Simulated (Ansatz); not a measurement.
The calculation's input:

```
crystal:
  lattice:
    - [0.0, 2.88574, 5.115665]
    - [2.630497, 0.0, 5.115665]
    - [2.630497, 2.88574, 0.0]
  atoms:
    - { symbol: Ge, position: [0.72649, 0.27351, 0.72649] }
    - { symbol: Ge, position: [0.27351, 0.72649, 0.27351] }
    - { symbol: Ge, position: [0.218133, 0.218133, 0.781867] }
    - { symbol: Ge, position: [0.781867, 0.781867, 0.218133] }
hamiltonian:
  xc: { exchange: pbe, correlation: pbe, exx: { coeff: 0.25, omega: 0.2 } }
  pseudopotentials: { kind: paw }
kpoints:
  mp_grid: { grid: [4, 4, 4] }
scf:
  occupations: { method: fermi_dirac, width: 0.05 }
output:
  forces: true
  stress: true
  eigenvalues: true
  write_density: true
  write_potential: true
  elf: true
  volumetric_format: npy
```

Command:

```sh
ansatz run input.yaml --threads 2 --pin off --max-ram 5632MiB --backend cpu --events-out ev --progress --plain --runs-dir out
```

Below, planes, directions and counts refer to the conventional cell (a = 5.26 Å, b = 5.77 Å, c = 10.23 Å, α = 90.00°, β = 90.00°, γ = 90.00°).

Space group Fmmm; a structure from a database of computed crystals, not necessarily the ambient phase; computed pressure about −3 GPa in this cell.

All numbers below come from Kohn-Sham DFT of a periodic cell, HSE06 form with a typed share of exact exchange, Ansatz PAW (Ansatz 0.2.0).

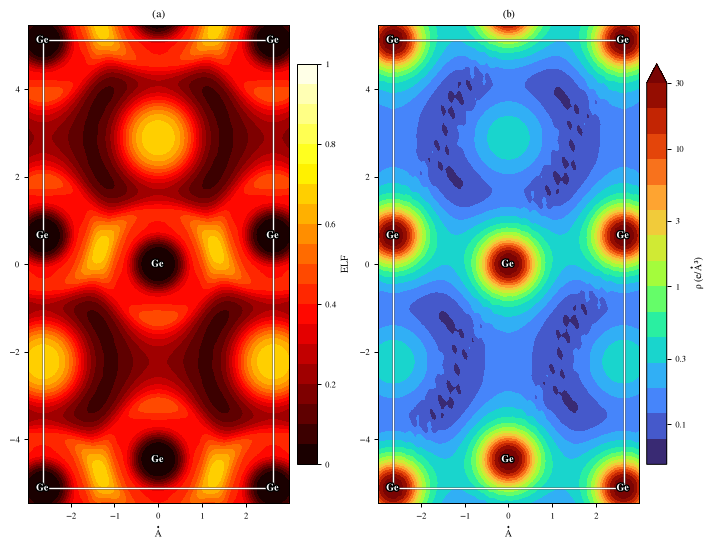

Ge. (a) ELF; (b) valence charge density (pseudo) on the (010) plane of the conventional cell.

Core electrons are frozen (PAW), and the valence fields are smoothed inside the atomic spheres.

> Read the bonding off the picture.

- The section cuts through Ge sites.
- Ge–Ge (2.71 Å): the density is about 0.32 e/Å³ at the midpoint; the ELF peaks at about 0.70 between the atoms.
- Between the atoms the lowest density in this plane is 0.05 e/Å³.

> Does the calculation make it a metal, or give it a gap?

It is gapless in this calculation (a metal or semimetal).
